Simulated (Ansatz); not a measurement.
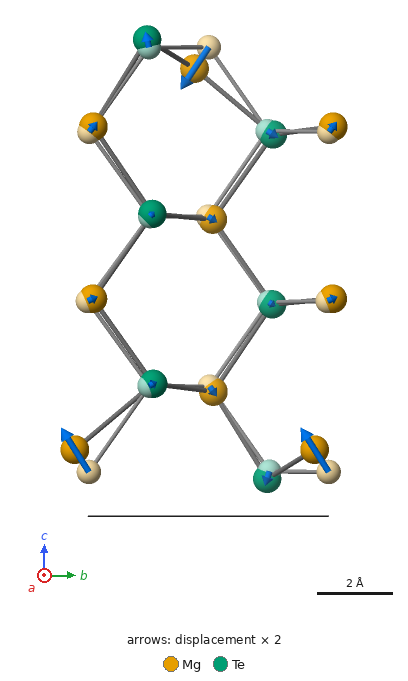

A relaxation of a slab of composition Mg₆Te₆. The starting structure is drawn faded, the final one solid; blue arrows show the displacements, magnified 2 times.

The picture is a ball-and-stick view of the cell of the calculation, outlined in the plane, without the vacuum, seen along the a axis.

These are results of DFT, PBEsol, PAW, plane waves in Ansatz, not measurements.

Input
```yaml
crystal:
  lattice:
    - [3.219405, -3.219405, 0.000000]
    - [0.000000, 0.000000, 6.438809]
    - [-17.240900, -17.240900, 0.000000]
  atoms:
    - { symbol: Mg, position: [0.000348, 0.003883, 0.640309] }
    - { symbol: Mg, position: [0.992728, 0.001567, 0.265789] }
    - { symbol: Mg, position: [0.999247, 0.997245, 0.454081] }
    - { symbol: Mg, position: [0.494469, 0.498818, 0.546935] }
    - { symbol: Mg, position: [0.505848, 0.501813, 0.733527] }
    - { symbol: Mg, position: [0.495609, 0.505532, 0.359716] }
    - { symbol: Te, position: [0.998524, 0.256666, 0.547346] }
    - { symbol: Te, position: [0.998625, 0.252092, 0.733340] }
    - { symbol: Te, position: [0.004907, 0.253740, 0.360647] }
    - { symbol: Te, position: [0.495476, 0.752742, 0.452705] }
    - { symbol: Te, position: [0.492356, 0.745965, 0.641295] }
    - { symbol: Te, position: [0.502956, 0.754762, 0.266190] }
kpoints:
  mp_grid: { grid: [6, 4, 1] }
hamiltonian:
  xc: pbesol
scf:
  occupations: { method: fermi_dirac, width: 0.01 }
relax:
  f_tol: 0.03
  max_steps: 80
  escape_saddle: false
  adjacent_minimum: "off"
output:
  forces: true
  eigenvalues: true
  populations: true
```

Command:
```bash
ansatz run in.yaml --threads 8 --pin off --max-ram 118750MiB --runs-dir r --events-out ev --progress --plain --backend cuda --devices 0, --max-vram 170GiB
```

Question: What did the optimiser do to the structure, and how much energy did it gain?

Answer: The atom that moves furthest relative to the layer's centre is Mg2 (0.71 Å at 32° to the normal (+c side)). By element the largest moves are Mg 0.71 Å, Te 0.22 Å. The lattice vectors keep their values. Some distances before and after: Mg2–Te12 2.815 → 2.724 Å, Mg2–Te9 2.826 → 2.749 Å, Mg6–Te10 2.770 → 2.827 Å, Mg4–Te7 2.744 → 2.800 Å. Bond angles that change, for instance: Mg1–Te8–Mg5 109.8° → 90.0°, Mg1–Te8–Mg5 109.2° → 90.1°, Mg4–Te11–Mg5 110.4° → 94.7°. The energy falls by 0.763 eV per cell of the calculation in 5 geometry steps. The largest force component goes from 0.75 to 0.017 eV/Å.
